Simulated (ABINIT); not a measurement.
Run report: Ga, optical-spectrum calculation

The run: optical-spectrum calculation of Ga (I4/mmm, 1 atom in the cell). Method and program: Kohn-Sham DFT of a periodic cell, PW91, SG15 NC PBE v1.2 (ABINIT 10.8.3).

The structure derives from a Materials Project entry. The run did not end well. The geometry was changed: volume scaled by 1.04.

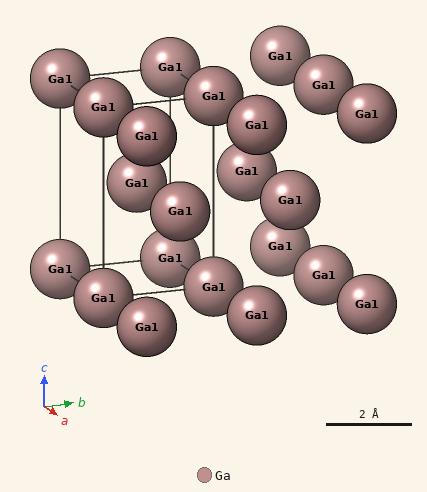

Fig. 1: The structure as given in the input (spheres-only view of the cell 2 times as large as that of the calculation, set on its symmetry axes, repeated 2 × 2 × 1, seen slightly off an axis; atoms are numbered from 1 in the order of the input).

### Input
```
# Datasets
ndtset 3

# Pseudopotentials
pp_dirpath "./"
pseudos "Ga_ONCV_PBE-1.2.upf"

# Structure
acell 3.0688655626 3.0688655626 3.0688655626 Angstrom
rprim
    -0.4570472550     0.4570472550     0.7630305455
     0.4570472550    -0.4570472550     0.7630305455
     0.4570472550     0.4570472550    -0.7630305455
ntypat 1
znucl 31
natom 1
typat 1
chkprim 0
chksymtnons 0
tolsym 1.0e-6
xred
            0.0            0.0            0.0

# Plane-wave basis
ecut 46.0

# k points
ngkpt 20 20 20
nshiftk 1
shiftk 0.0 0.0 0.0
istwfk *1

# Exchange and correlation
ixc -109134

# Bands and occupations
occopt 3
tsmear 0.00499791

# SCF cycle
nstep 75

# Output
iomode 3
prteig 0
prtebands 0

# Dataset 1: ground state
nband1 11
tolvrs1 1.0e-12
prtden1 1
prtwf1 0
kptopt1 1

# Dataset 2: empty bands at fixed density
iscf2 -3
getden2 1
nband2 18
nbdbuf2 4
tolwfr2 1.0e-12
nstep2 120
prtden2 0
kptopt2 1

# Dataset 3: wave functions and velocity matrix elements in the full zone
optdriver3 8
wfk_task3 "wfk_optics_fullbz"
nband3 14
kptopt3 1
prtevk3 1
inclvkb3 2
```

Hardware: 1 thread of Arm Neoverse V1, 24 GiB of memory available, shared host.

Launch command:
```bash
abinit run.abi > log 2>&1
```

### Output
```
.Version 10.8.3 of ABINIT
 DATASET    1 : space group I4/m m m (#139); Bravais tI (body-center tetrag.)
================================================================================
 Values of the parameters that define the memory need for DATASET  1.
     intxc =       0    ionmov =       0      iscf =       7    lmnmax =       6
     lnmax =       6     mgfft =      36  mpssoang =       3    mqgrid =    3001
     natom =       1  nloc_mem =       1    nspden =       1   nspinor =       1
    nsppol =       1      nsym =      16    n1xccc =       0    ntypat =       1
    occopt =       3   xclevel =       2
       mpw =        1877          nfft =       46656          nkpt =         641
================================================================================
================================================================================

 DATASET    2 : space group I4/m m m (#139); Bravais tI (body-center tetrag.)
================================================================================
 Values of the parameters that define the memory need for DATASET  2.
     intxc =       0    ionmov =       0      iscf =      -3    lmnmax =       6
     lnmax =       6     mgfft =      36  mpssoang =       3    mqgrid =    3001
     natom =       1  nloc_mem =       1    nspden =       1   nspinor =       1
    nsppol =       1      nsym =      16    n1xccc =       0    ntypat =       1
    occopt =       3   xclevel =       2
       mpw =        1877          nfft =       46656          nkpt =         641
================================================================================
================================================================================

 DATASET    3 : space group I4/m m m (#139); Bravais tI (body-center tetrag.)
================================================================================
 Values of the parameters that define the memory need for DATASET  3.
     intxc =       0    ionmov =       0      iscf =       7    lmnmax =       6
     lnmax =       6     mgfft =      36  mpssoang =       3    mqgrid =    3001
     natom =       1  nloc_mem =       1    nspden =       1   nspinor =       1
    nsppol =       1      nsym =      16    n1xccc =       0    ntypat =       1
    occopt =       3   xclevel =       2
       mpw =        1877          nfft =       46656          nkpt =         641
================================================================================
================================================================================

--------------------------------------------------------------------------------
------------- Echo of variables that govern the present computation ------------
--------------------------------------------------------------------------------
 -outvars: echo values of preprocessed input variables --------
            acell      5.7993154305E+00  5.7993154305E+00  5.7993154305E+00 Bohr
              amu      6.97230000E+01
          chkprim           0
      chksymtnons           0
             ecut      4.60000000E+01 Hartree
           getden1          0
           getden2          1
           getden3          0
             iscf1          7
             iscf2         -3
             iscf3          7
                       outvar_i_n : Printing only first  50 k-points.
              ixc     -109134
           jdtset        1    2    3
                       outvar_i_n : Printing only first  50 k-points.
         kptrlatt       20    0    0      0   20    0      0    0   20
          kptrlen      1.06022448E+02
            natom           1
            nband1         11
            nband2         18
            nband3         14
           nbdbuf1          0
           nbdbuf2          4
           nbdbuf3          0
           ndtset           3
            ngfft          36      36      36
             nkpt         641
            nstep1         75
            nstep2        120
            nstep3         75
             nsym          16
           ntypat           1
                       prtocc : prtvol=0, do not print more k-points.
                       prtocc : prtvol=0, do not print more k-points.
                       prtocc : prtvol=0, do not print more k-points.
           occopt           3
        optdriver1          0
        optdriver2          0
        optdriver3          8
           prtden1          1
           prtden2          0
           prtden3          1
        prtebands           0
           prteig           0
           prtevk1          0
           prtevk2          0
           prtevk3          1
            prtwf1          0
            prtwf2          1
            prtwf3          1
            rprim     -4.5704725500E-01  4.5704725500E-01  7.6303054550E-01
                       4.5704725500E-01 -4.5704725500E-01  7.6303054550E-01
                       4.5704725500E-01  4.5704725500E-01 -7.6303054550E-01
          spgroup         139
           tolsym      1.00000000E-06
           tolvrs1     1.00000000E-12
           tolvrs2     0.00000000E+00
           tolvrs3     0.00000000E+00
           tolwfr1     0.00000000E+00
           tolwfr2     1.00000000E-12
           tolwfr3     0.00000000E+00
           tsmear      4.99791000E-03 Hartree
            typat      1
         wfk_task1          0
         wfk_task2          0
         wfk_task3          7
                       outvars : Printing only first  50 k-points.
            znucl       31.00000

================================================================================

 chkinp: Checking input parameters for consistency, jdtset=   1.

 chkinp: Checking input parameters for consistency, jdtset=   2.

 chkinp: Checking input parameters for consistency, jdtset=   3.

================================================================================
== DATASET  1 ==================================================================

--- !DatasetInfo
iteration_state: {dtset: 1, }
dimensions: {natom: 1, nkpt: 641, mband: 11, nsppol: 1, nspinor: 1, nspden: 1, mpw: 1877, }
cutoff_energies: {ecut:  46.0, pawecutdg:  -1.0, }
electrons: {nelect:   1.30000000E+01, charge:   0.00000000E+00, occopt:   3.00000000E+00, tsmear:   4.99791000E-03, }
meta: {optdriver: 0, ionmov: 0, optcell: 0, iscf: 7, paral_kgb: 0, }
...

 Real(R)+Recip(G) space primitive vectors, cartesian coordinates (Bohr,Bohr^-1):
 R(1)= -2.6505612  2.6505612  4.4250548  G(1)=  0.0000000  0.1886393  0.1129930
 R(2)=  2.6505612 -2.6505612  4.4250548  G(2)=  0.1886393  0.0000000  0.1129930
 R(3)=  2.6505612  2.6505612 -4.4250548  G(3)=  0.1886393  0.1886393  0.0000000
 Unit cell volume ucvol=  1.2435244E+02 bohr^3
 Angles (23,13,12)=  1.25606528E+02  1.25606528E+02  8.05358051E+01 degrees

 getcut: wavevector=  0.0000  0.0000  0.0000  ngfft=  36  36  36
         ecut(hartree)=     46.000   => boxcut(ratio)=   2.03509

--- Pseudopotential description ------------------------------------------------
- pspini: atom type   1  psp file is ./Ga_ONCV_PBE-1.2.upf
  31.00000  13.00000  150105                  znucl, zion, pspdat
12 -101130 2 -1 602                           pspcod,pspxc,lmax,lloc,mmax
     nproj     2     2     2

   3.86148072E+02                                ecore*ucvol(ha*bohr**3)
--------------------------------------------------------------------------------

================================================================================

--- !BeginCycle
iteration_state: {dtset: 1, }
solver: {iscf: 7, nstep: 75, nline: 4, wfoptalg: 0, }
tolerances: {tolvrs: 1.00E-12, }
...

     iter   Etot(hartree)      deltaE(h)  residm     vres2
 ETOT  1  -65.475805200173    -6.548E+01 7.268E-01 3.057E+00
 ETOT  2  -65.687481942587    -2.117E-01 7.551E-02 1.565E+00
 ETOT  3  -65.687696663127    -2.147E-04 3.176E-02 4.156E-02
 ETOT  4  -65.687700315300    -3.652E-06 5.958E-03 1.649E-02
 ETOT  5  -65.687702508503    -2.193E-06 1.957E-03 2.147E-05
 ETOT  6  -65.687702510176    -1.673E-09 1.697E-03 9.523E-07
 ETOT  7  -65.687702510301    -1.250E-10 7.782E-04 6.813E-09
 ETOT  8  -65.687702510301     1.847E-13 4.282E-04 2.427E-11
 ETOT  9  -65.687702510302    -9.521E-13 3.421E-04 1.707E-13

 At SCF step    9       vres2   =  1.71E-13 < tolvrs=  1.00E-12 =>converged.

 Cartesian components of stress tensor (hartree/bohr^3)
  sigma(1 1)= -5.84767269E-05  sigma(3 2)=  0.00000000E+00
  sigma(2 2)= -5.84767269E-05  sigma(3 1)=  0.00000000E+00
  sigma(3 3)= -2.63996530E-05  sigma(2 1)=  0.00000000E+00

--- !ResultsGS
iteration_state: {dtset: 1, }
comment   : Summary of ground state results
lattice_vectors:
- [ -2.6505612,   2.6505612,   4.4250548, ]
- [  2.6505612,  -2.6505612,   4.4250548, ]
- [  2.6505612,   2.6505612,  -4.4250548, ]
lattice_lengths: [   5.79932,    5.79932,    5.79932, ]
lattice_angles: [125.607, 125.607,  80.536, ] # degrees, (23, 13, 12)
lattice_volume:   1.2435244E+02
convergence: {deltae: -9.521E-13, res2:  1.707E-13, residm:  3.421E-04, diffor: null, }
etotal    :  -6.56877025E+01
entropy   :   0.00000000E+00
fermie    :   1.75236184E-01
cartesian_stress_tensor: # hartree/bohr^3
- [ -5.84767269E-05,   0.00000000E+00,   0.00000000E+00, ]
- [  0.00000000E+00,  -5.84767269E-05,   0.00000000E+00, ]
- [  0.00000000E+00,   0.00000000E+00,  -2.63996530E-05, ]
pressure_GPa:   1.4059E+00
xred      :
- [  0.0000E+00,   0.0000E+00,   0.0000E+00, Ga]
cartesian_forces: # hartree/bohr
- [ -0.00000000E+00,  -0.00000000E+00,  -0.00000000E+00, ]
force_length_stats: {min:   0.00000000E+00, max:   0.00000000E+00, mean:   0.00000000E+00, }
...

 Integrated electronic density in atomic spheres:
 ------------------------------------------------
 Atom  Sphere_radius  Integrated_density
    1        2.00000         10.78125944
================================================================================

 ----iterations are completed or convergence reached----

 Mean square residual over all n,k,spin=   33.115E-08; max=  34.207E-05
 reduced coordinates (array xred) for    1 atoms
       0.000000000000      0.000000000000      0.000000000000
 rms dE/dt=  0.0000E+00; max dE/dt=  0.0000E+00; dE/dt below (all hartree)
    1       0.000000000000      0.000000000000      0.000000000000

 cartesian coordinates (angstrom) at end:
    1      0.00000000000000     0.00000000000000     0.00000000000000

 cartesian forces (hartree/bohr) at end:
    1     -0.00000000000000    -0.00000000000000    -0.00000000000000
 frms,max,avg= 0.0000000E+00 0.0000000E+00   0.000E+00  0.000E+00  0.000E+00 h/b

 cartesian forces (eV/Angstrom) at end:
    1     -0.00000000000000    -0.00000000000000    -0.00000000000000
 frms,max,avg= 0.0000000E+00 0.0000000E+00   0.000E+00  0.000E+00  0.000E+00 e/A
 length scales=  5.799315430544  5.799315430544  5.799315430544 bohr
              =  3.068865562600  3.068865562600  3.068865562600 angstroms
 Fermi (or HOMO) energy (hartree) =   0.17524   Average Vxc (hartree)=  -0.40136
 Eigenvalues (hartree) for nkpt= 641  k points:
 kpt#   1, nband= 11, wtk=  0.00013, kpt=  0.0000  0.0000  0.0000 (reduced coord)
  -0.37810   -0.37237   -0.37122   -0.37122   -0.36610   -0.23670    0.62204    0.63571
   0.63571    0.75586    0.78498
      occupation numbers for kpt#   1
   2.00000    2.00000    2.00000    2.00000    2.00000    2.00000    0.00000    0.00000
   0.00000    0.00000    0.00000
 prteigrs : prtvol=0 or 1, do not print more k-points.

--- !EnergyTerms
iteration_state     : {dtset: 1, }
comment             : Components of total free energy in Hartree
kinetic             :  6.06138401390297E+01
hartree             :  1.89551468785063E+01
xc                  : -9.05887482110096E+00
Ewald energy        : -4.88505797442181E+01
psp_core            :  3.10527131839867E+00
local_psp           : -4.75453507827209E+01
non_local_psp       : -4.29063122389460E+01
internal            : -6.56868592510512E+01
'-kT*entropy'       : -8.43259250804383E-04
total_energy        : -6.56877025103020E+01
total_energy_eV     : -1.78745344461892E+03
band_energy         : -3.67706951109357E+00
...

 Cartesian components of stress tensor (hartree/bohr^3)
  sigma(1 1)= -5.84767269E-05  sigma(3 2)=  0.00000000E+00
  sigma(2 2)= -5.84767269E-05  sigma(3 1)=  0.00000000E+00
  sigma(3 3)= -2.63996530E-05  sigma(2 1)=  0.00000000E+00

-Cartesian components of stress tensor (GPa)         [Pressure=  1.4059E+00 GPa]
- sigma(1 1)= -1.72044470E+00  sigma(3 2)=  0.00000000E+00
- sigma(2 2)= -1.72044470E+00  sigma(3 1)=  0.00000000E+00
- sigma(3 3)= -7.76704608E-01  sigma(2 1)=  0.00000000E+00

================================================================================
== DATASET  2 ==================================================================

--- !DatasetInfo
iteration_state: {dtset: 2, }
dimensions: {natom: 1, nkpt: 641, mband: 18, nsppol: 1, nspinor: 1, nspden: 1, mpw: 1877, }
cutoff_energies: {ecut:  46.0, pawecutdg:  -1.0, }
electrons: {nelect:   1.30000000E+01, charge:   0.00000000E+00, occopt:   3.00000000E+00, tsmear:   4.99791000E-03, }
meta: {optdriver: 0, ionmov: 0, optcell: 0, iscf: -3, paral_kgb: 0, }
...

 mkfilename : getden/=0, take file _DEN from output of DATASET   1.

 Real(R)+Recip(G) space primitive vectors, cartesian coordinates (Bohr,Bohr^-1):
 R(1)= -2.6505612  2.6505612  4.4250548  G(1)=  0.0000000  0.1886393  0.1129930
 R(2)=  2.6505612 -2.6505612  4.4250548  G(2)=  0.1886393  0.0000000  0.1129930
 R(3)=  2.6505612  2.6505612 -4.4250548  G(3)=  0.1886393  0.1886393  0.0000000
 Unit cell volume ucvol=  1.2435244E+02 bohr^3
 Angles (23,13,12)=  1.25606528E+02  1.25606528E+02  8.05358051E+01 degrees

 getcut: wavevector=  0.0000  0.0000  0.0000  ngfft=  36  36  36
         ecut(hartree)=     46.000   => boxcut(ratio)=   2.03509
--------------------------------------------------------------------------------

================================================================================

--- !BeginCycle
iteration_state: {dtset: 2, }
solver: {iscf: -3, nstep: 120, nline: 4, wfoptalg: 0, }
tolerances: {tolwfr: 1.00E-12, }
...

     iter   Etot(hartree)      deltaE(h)  residm     vres2
 Non-SCF case, kpt    1 (  0.00000  0.00000  0.00000), residuals and eigenvalues=
  2.26E-13  4.29E-13  6.22E-13  5.52E-13  4.44E-13  1.30E-13  1.60E-13  8.12E-13
  2.58E-13  3.25E-13  5.27E-13  8.17E-13  6.10E-13  3.38E-13  4.01E-13  2.95E-13
  3.61E-11  3.44E-05
 -3.7810E-01 -3.7237E-01 -3.7122E-01 -3.7122E-01 -3.6610E-01 -2.3670E-01
  6.2204E-01  6.3571E-01  6.3571E-01  7.5585E-01  7.8453E-01  7.9299E-01
  7.9299E-01  8.4037E-01  8.4520E-01  9.3498E-01  1.1726E+00  1.1728E+00
 prteigrs : prtvol=0 or 1, do not print more k-points.

--- !ResultsGS
iteration_state: {dtset: 2, }
comment   : Summary of ground state results
lattice_vectors:
- [ -2.6505612,   2.6505612,   4.4250548, ]
- [  2.6505612,  -2.6505612,   4.4250548, ]
- [  2.6505612,   2.6505612,  -4.4250548, ]
lattice_lengths: [   5.79932,    5.79932,    5.79932, ]
lattice_angles: [125.607, 125.607,  80.536, ] # degrees, (23, 13, 12)
lattice_volume:   1.2435244E+02
convergence: {deltae:  0.000E+00, res2:  0.000E+00, residm:  9.999E-13, diffor:  0.000E+00, }
etotal    :  -6.56877025E+01
entropy   :   0.00000000E+00
fermie    :   1.75236183E-01
cartesian_stress_tensor: null
pressure_GPa: null
xred      :
- [  0.0000E+00,   0.0000E+00,   0.0000E+00, Ga]
cartesian_forces: null
force_length_stats: {min: null, max: null, mean: null, }
...

 Integrated electronic density in atomic spheres:
 ------------------------------------------------
 Atom  Sphere_radius  Integrated_density
    1        2.00000         10.78125943
================================================================================

 ----iterations are completed or convergence reached----

 Mean square residual over all n,k,spin=   39.362E-14; max=  99.991E-14
 reduced coordinates (array xred) for    1 atoms
       0.000000000000      0.000000000000      0.000000000000

 cartesian coordinates (angstrom) at end:
    1      0.00000000000000     0.00000000000000     0.00000000000000
 length scales=  5.799315430544  5.799315430544  5.799315430544 bohr
              =  3.068865562600  3.068865562600  3.068865562600 angstroms
 Eigenvalues (hartree) for nkpt= 641  k points:
 kpt#   1, nband= 18, wtk=  0.00013, kpt=  0.0000  0.0000  0.0000 (reduced coord)
  -0.37810   -0.37237   -0.37122   -0.37122   -0.36610   -0.23670    0.62204    0.63571
   0.63571    0.75585    0.78453    0.79299    0.79299    0.84037    0.84520    0.93498
   1.17256    1.17280
      occupation numbers for kpt#   1
   2.00000    2.00000    2.00000    2.00000    2.00000    2.00000    0.00000    0.00000
   0.00000    0.00000    0.00000    0.00000    0.00000    0.00000    0.00000    0.00000
   0.00000    0.00000
 prteigrs : prtvol=0 or 1, do not print more k-points.

--- !EnergyTerms
iteration_state     : {dtset: 2, }
comment             : Components of total free energy in Hartree
kinetic             :  6.06138403041706E+01
hartree             :  1.89551468785063E+01
xc                  : -9.05887482110096E+00
Ewald energy        : -4.88505797442181E+01
psp_core            :  3.10527131839867E+00
local_psp           : -4.75453507827209E+01
non_local_psp       : -4.29063123830216E+01
internal            : -6.56868592299859E+01
'-kT*entropy'       : -8.43259251661488E-04
total_energy        : -6.56877024892376E+01
...

--- !EnergyTermsDC
iteration_state     : {dtset: 2, }
comment             : '"Double-counting" decomposition of free energy'
band_energy         : -3.67706954889755E+00
Ewald energy        : -4.88505797442181E+01
psp_core            :  3.10527131839867E+00
xc_dc               : -1.62644812763324E+01
internal            : -6.56868592510494E+01
'-kT*entropy'       : -8.43259251661488E-04
total_energy_dc     : -6.56877025103010E+01
...

================================================================================
== DATASET  3 ==================================================================

--- !DatasetInfo
iteration_state: {dtset: 3, }
dimensions: {natom: 1, nkpt: 641, mband: 14, nsppol: 1, nspinor: 1, nspden: 1, mpw: 1877, }
cutoff_energies: {ecut:  46.0, pawecutdg:  -1.0, }
electrons: {nelect:   1.30000000E+01, charge:   0.00000000E+00, occopt:   3.00000000E+00, tsmear:   4.99791000E-03, }
meta: {optdriver: 8, wfk_task: 7, }
...

--- !ERROR
message: |
    Cannot find GS WFK file:
     Cannot find file: runi_DS3_WFK
...
```

### Outcome

```tsv
quantity	value
outcome	ended with an error
space group (tolerance 0.01 Å)	I4/mmm (139)
electrons treated	13
free energy	−1787.4534 eV
Fermi energy of the self-consistent step	4.768 eV
gap on the k-point mesh	none (metallic)
pressure	1.41 GPa
largest force (length of the vector)	under 0.001 eV/Å
wall time	11 min
peak memory	0.4 GiB
```

Some settings of this run were drawn to be unusual or wrong (getwfk3 removed). The run ended with an error. Further notes kept with the run: Cannot find GS WFK file: Cannot find file: runi_DS3_WFK.
